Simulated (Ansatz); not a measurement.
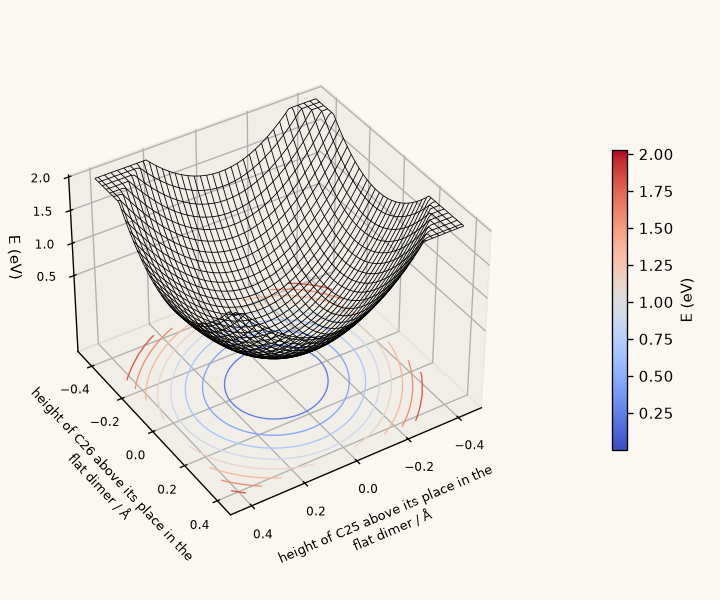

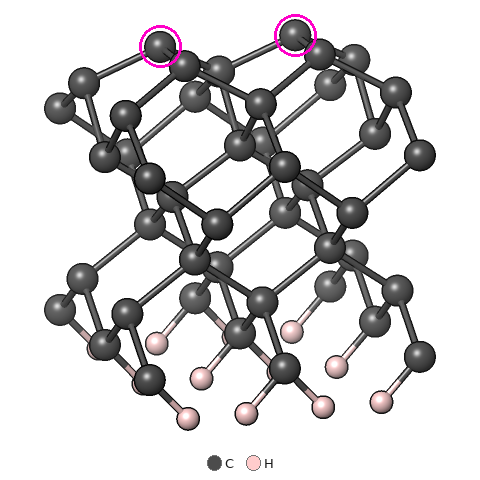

Energy landscape of a C(100) slab cut from the Fd-3m phase, its lower face capped with 8 H atoms (36 atoms in the cell). Two atoms of the surface dimers are held at set heights. First axis: height of C25 above its place in the flat dimer. Second axis: height of C26 above its place in the flat dimer. Relaxed at each point: all atoms of the upper layers, but for the two heights. The grid has 7 × 7 points; 28 points were computed and 21 follow by symmetry. Points are written as (first, second). Energies are in eV, from the lowest grid point. The calculation used DFT LDA, scalar-relativistic, plane waves, PAW in Ansatz 0.2.0. Settings: cutoff 420 eV, k-mesh 5×5×1, gaussian smearing 0.05 eV, no spin polarisation.

The picture shows a relief with its contours projected below, any walls above the top of the colour scale cut off. Between grid points the surface is interpolated. The second picture is the structure at the lowest point; rings mark the moved atoms.

What does the map say about the system?

Answer. The lowest grid point is at (0.000 Å, 0.000 Å). It is the only kind of minimum in the scanned range. The highest grid point, (−0.431 Å, 0.417 Å), lies 3.00 eV above the lowest. Round the minimum the two coordinates are weakly coupled (coupling −0.13 in units of the two stiffnesses).

The whole map (28 points run) took 23 min on 4 threads of Arm Neoverse V2, on a shared host.
